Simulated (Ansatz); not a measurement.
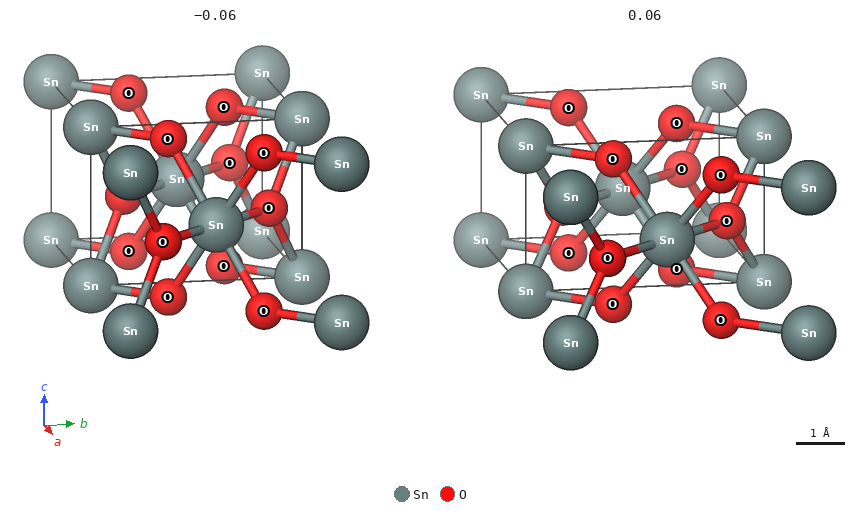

A crystal of SnO2 (set up in Pnnm), under biaxial strain in the a–b plane (c and atoms relaxed), with energies (extrapolated to zero smearing) counted from the relaxed crystal, which is the row at zero. The picture shows the first and the last member. A ball-and-stick model of the cell of the calculation, repeated 2 × 1 × 1 with one cell outlined, seen slightly off an axis.

Computed with Ansatz 0.2.0: DFT PBEsol, scalar-relativistic, plane waves, PAW. (plane-wave cutoff 420 eV; k-point mesh 6 × 6 × 8; occupations gaussian; smearing width 0.02 eV; no spin polarisation; force threshold 0.008 eV/Å)

| strain | energy (meV/atom) | a (Å) | b (Å) | c (Å) | band gap (eV) |
| --- | --- | --- | --- | --- | --- |
| −0.06 | 87.49 | 4.483 | 4.484 | 3.385 | 1.50 |
| −0.04 | 37.77 | 4.578 | 4.579 | 3.319 | 1.30 |
| −0.02 | ? | ? | ? | ? | ? |
| 0.0 | 0.00 | 4.769 | 4.770 | 3.212 | 0.92 |
| 0.02 | 8.42 | 4.864 | 4.865 | 3.170 | 0.76 |
| 0.04 | 31.87 | 4.959 | 4.961 | 3.135 | 0.64 |
| 0.06 | 67.19 | 5.055 | 5.056 | 3.106 | 0.57 |

Q: Fill in the missing row.

A: A parabola through three neighbouring rows (−0.06, −0.04, 0.0) gives, with Lagrange weights, (−0.3333)(87.49) + (1.0000)(37.77) + (0.3333)(0.00) = 8.61 meV/atom. The calculation gives 9.12 meV/atom (a = 4.673 Å, b = 4.675 Å, c = 3.261 Å). The estimate is 0.51 meV/atom too low. For the gap a parabola through the rows −0.06, −0.04, 0.0 gives 1.11 eV, and the calculation 1.10 eV (semilocal gaps, lower than measured ones as a rule). From the first member to the last: O–Sn 1.961 → 2.211 Å, O–Sn 2.080 → 2.067 Å.

The whole series:

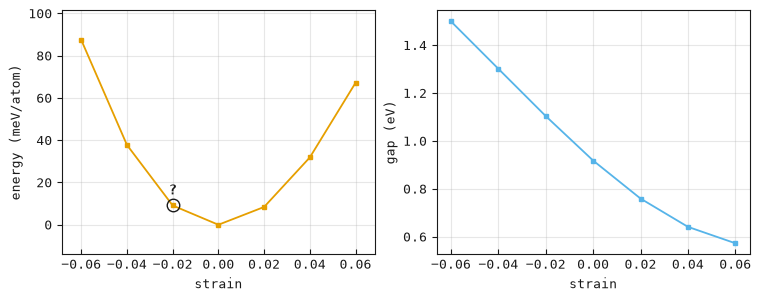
